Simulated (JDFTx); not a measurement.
## Band-structure run of C

System: C (Fd-3m, 2 atoms in the cell).
Method: Kohn-Sham DFT of a periodic cell, LDA, PseudoDojo-SR-LDA-0.4.1-standard, no spin polarisation (JDFTx 1.7.0 (patched build)).

The structure derives from an entry of the Crystallography Open Database.

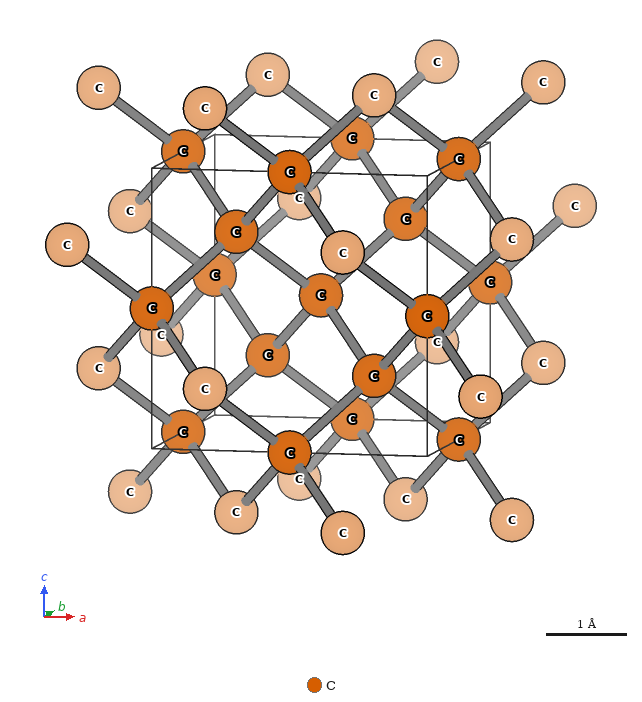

Figure 1. The structure (ball-and-stick view of the cell 4 times as large as that of the calculation, set on its symmetry axes, seen slightly off an axis; neighbours outside the cell are drawn fainter). Near neighbours in the crystal (not all of them lie inside the picture): C has 4 C at 1.54 Å.

**Input**
```
lattice \
    0.0000000000     1.7833700000     1.7833700000 \
    1.7833700000     0.0000000000     1.7833700000 \
    1.7833700000     1.7833700000     0.0000000000
latt-scale 1.889726124626 1.889726124626 1.889726124626
coords-type Lattice
ion C      0.7500000000     0.7500000000     0.7500000000 1
ion C      0.5000000000     0.5000000000     0.5000000000 1

ion-species pseudo/C.upf
elec-cutoff 41 328
elec-ex-corr lda-PW
elec-smearing Fermi 0.0018374661
elec-n-bands 9
electronic-minimize nIterations 30 energyDiffThreshold 1e-06
davidson-band-ratio 1.3
forces-output-coords Cartesian
include path.kpoints
symmetries none
fix-electron-density run.$VAR

dump-name bands.$VAR
dump End Ecomponents EigStats BandEigs Kpoints Forces
```

**File path.kpoints**
```
kpoint +0.0000000000 +0.0000000000 +0.0000000000 0.020000000000
kpoint +0.0714285714 +0.0000000000 +0.0714285714 0.020000000000
kpoint +0.1428571429 +0.0000000000 +0.1428571429 0.020000000000
kpoint +0.2142857143 +0.0000000000 +0.2142857143 0.020000000000
kpoint +0.2857142857 +0.0000000000 +0.2857142857 0.020000000000
kpoint +0.3571428571 +0.0000000000 +0.3571428571 0.020000000000
kpoint +0.4285714286 +0.0000000000 +0.4285714286 0.020000000000
kpoint +0.5000000000 +0.0000000000 +0.5000000000 0.020000000000
kpoint +0.5000000000 +0.0833333333 +0.5833333333 0.020000000000
kpoint +0.5000000000 +0.1666666667 +0.6666666667 0.020000000000
kpoint +0.5000000000 +0.2500000000 +0.7500000000 0.020000000000
kpoint +0.4375000000 +0.3125000000 +0.7500000000 0.020000000000
kpoint +0.3750000000 +0.3750000000 +0.7500000000 0.020000000000
kpoint +0.3281250000 +0.3281250000 +0.6562500000 0.020000000000
kpoint +0.2812500000 +0.2812500000 +0.5625000000 0.020000000000
kpoint +0.2343750000 +0.2343750000 +0.4687500000 0.020000000000
kpoint +0.1875000000 +0.1875000000 +0.3750000000 0.020000000000
kpoint +0.1406250000 +0.1406250000 +0.2812500000 0.020000000000
kpoint +0.0937500000 +0.0937500000 +0.1875000000 0.020000000000
kpoint +0.0468750000 +0.0468750000 +0.0937500000 0.020000000000
kpoint +0.0000000000 +0.0000000000 +0.0000000000 0.020000000000
kpoint +0.0833333333 +0.0833333333 +0.0833333333 0.020000000000
kpoint +0.1666666667 +0.1666666667 +0.1666666667 0.020000000000
kpoint +0.2500000000 +0.2500000000 +0.2500000000 0.020000000000
kpoint +0.3333333333 +0.3333333333 +0.3333333333 0.020000000000
kpoint +0.4166666667 +0.4166666667 +0.4166666667 0.020000000000
kpoint +0.5000000000 +0.5000000000 +0.5000000000 0.020000000000
kpoint +0.5250000000 +0.4500000000 +0.5250000000 0.020000000000
kpoint +0.5500000000 +0.4000000000 +0.5500000000 0.020000000000
kpoint +0.5750000000 +0.3500000000 +0.5750000000 0.020000000000
kpoint +0.6000000000 +0.3000000000 +0.6000000000 0.020000000000
kpoint +0.6250000000 +0.2500000000 +0.6250000000 0.020000000000
kpoint +0.5625000000 +0.2500000000 +0.6875000000 0.020000000000
kpoint +0.5000000000 +0.2500000000 +0.7500000000 0.020000000000
kpoint +0.5000000000 +0.2916666667 +0.7083333333 0.020000000000
kpoint +0.5000000000 +0.3333333333 +0.6666666667 0.020000000000
kpoint +0.5000000000 +0.3750000000 +0.6250000000 0.020000000000
kpoint +0.5000000000 +0.4166666667 +0.5833333333 0.020000000000
kpoint +0.5000000000 +0.4583333333 +0.5416666667 0.020000000000
kpoint +0.5000000000 +0.5000000000 +0.5000000000 0.020000000000
kpoint +0.4791666667 +0.4791666667 +0.5416666667 0.020000000000
kpoint +0.4583333333 +0.4583333333 +0.5833333333 0.020000000000
kpoint +0.4375000000 +0.4375000000 +0.6250000000 0.020000000000
kpoint +0.4166666667 +0.4166666667 +0.6666666667 0.020000000000
kpoint +0.3958333333 +0.3958333333 +0.7083333333 0.020000000000
kpoint +0.3750000000 +0.3750000000 +0.7500000000 0.020000000000
kpoint +0.6250000000 +0.2500000000 +0.6250000000 0.020000000000
kpoint +0.5833333333 +0.1666666667 +0.5833333333 0.020000000000
kpoint +0.5416666667 +0.0833333333 +0.5416666667 0.020000000000
kpoint +0.5000000000 +0.0000000000 +0.5000000000 0.020000000000
```

Launch command:
```bash
jdftx -c 1 -i bands.in -o bands.out
```

**What the program printed**
```
*************** JDFTx 1.7.0 (patched build) ***************

Input parsed successfully to the following command list (including defaults):
[... the input with its defaults ...]

---------- Initializing the Grid ----------
R =
[            0      3.37008      3.37008  ]
[      3.37008            0      3.37008  ]
[      3.37008      3.37008            0  ]
unit cell volume = 76.551
G =
[  -0.932201   0.932201   0.932201  ]
[   0.932201  -0.932201   0.932201  ]
[   0.932201   0.932201  -0.932201  ]
Minimum fftbox size, Smin = [  40  40  40  ]
Chosen fftbox size, S = [  40  40  40  ]

---------- Initializing tighter grid for wavefunction operations ----------
R =
[            0      3.37008      3.37008  ]
[      3.37008            0      3.37008  ]
[      3.37008      3.37008            0  ]
unit cell volume = 76.551
G =
[  -0.932201   0.932201   0.932201  ]
[   0.932201  -0.932201   0.932201  ]
[   0.932201   0.932201  -0.932201  ]
Minimum fftbox size, Smin = [  28  28  28  ]
Chosen fftbox size, S = [  28  28  28  ]

---------- Exchange Correlation functional ----------
Initalized Slater LDA exchange.
Initalized Perdew-Wang LDA correlation.

---------- Setting up pseudopotentials ----------
Width of ionic core gaussian charges (only for fluid interactions / plotting) set to 0

Reading pseudopotential file 'pseudo/C.upf':
  'C' pseudopotential, 'SLA  PW   NOGX NOGC' functional
  Generated using ONCVPSP code by D. R. Hamann
  4 valence electrons, 2 orbitals, 4 projectors, 1001 radial grid points, with lMax = 1
    2S    l: 0   occupation:  2.0   eigenvalue: -0.501235
    2P    l: 1   occupation:  2.0   eigenvalue: -0.199029
  Core radius for overlap checks: 1.21 bohrs.

Initialized 1 species with 2 total atoms.

Folded 50 k-points by 1x1x1 to 50 k-points.

---------- Setting up k-points, bands, fillings ----------
No reducable k-points.
Computing the number of bands and number of electrons
Calculating initial fillings.
nElectrons:   8.000000   nBands: 9   nStates: 50

----- Setting up reduced wavefunction bases (one per k-point) -----
average nbasis = 959.060 , ideal nbasis = 959.888

---------- Setting up ewald sum ----------
Optimum gaussian width for ewald sums = 1.530632 bohr.
Real space sum over 1331 unit cells with max indices [  5  5  5  ]
Reciprocal space sum over 2197 terms with max indices [  6  6  6  ]

---------- Allocating electronic variables ----------
Reading n from file 'run.n' ... done
Initializing wave functions:  linear combination of atomic orbitals
Note: number of bands (9) exceeds available atomic orbitals (8)

----------- Band structure minimization -------------
Minimization will be done independently for each quantum number.

---- Minimization of quantum number:     0  [ +0.0000000 +0.0000000 +0.0000000 ]  0.040000000 ----
BandDavidson: Iter:   0  Eband: +0.249449269977408
BandDavidson: Iter:   1  Eband: +0.220038933798867  dEband: -2.941034e-02
BandDavidson: Iter:   2  Eband: +0.215423929523485  dEband: -4.615004e-03
BandDavidson: Iter:   3  Eband: +0.214755249892594  dEband: -6.686796e-04
[... 568 lines of inner loops ...]
BandDavidson: Iter:   5  Eband: +0.214440149223297  dEband: -3.296300e-06
BandDavidson: Iter:   6  Eband: +0.214439466671462  dEband: -6.825518e-07
BandDavidson: Converged (dEband<1.000000e-06)
	FillingsUpdate:  mu: +0.540589660  nElectrons: 8.000000

Dumping 'bands.eigStats' ...
	eMin: -0.302079 at state 20 ( [ +0.000000 +0.000000 +0.000000 ] spin 0 )
	HOMO: +0.482449 at state 20 ( [ +0.000000 +0.000000 +0.000000 ] spin 0 )
	mu  : +0.540590
	LUMO: +0.634533 at state 5 ( [ +0.357143 +0.000000 +0.357143 ] spin 0 )
	eMax: +1.324072 at state 49 ( [ +0.500000 +0.000000 +0.500000 ] spin 0 )
	HOMO-LUMO gap: +0.152083
	Optical gap  : +0.204314 at state 0 ( [ +0.000000 +0.000000 +0.000000 ] spin 0 )
Done!
```

**Key numbers**

- outcome: converged
- space group (tolerance 0.01 Å): Fd-3m (227)
- electrons treated: 8
- gap on the band path: 4.14 eV
- hardware: 1 thread of Arm Neoverse V2, 24 GiB of memory available, shared host
- wall time: 3.4 s
- peak memory: 0.09 GiB
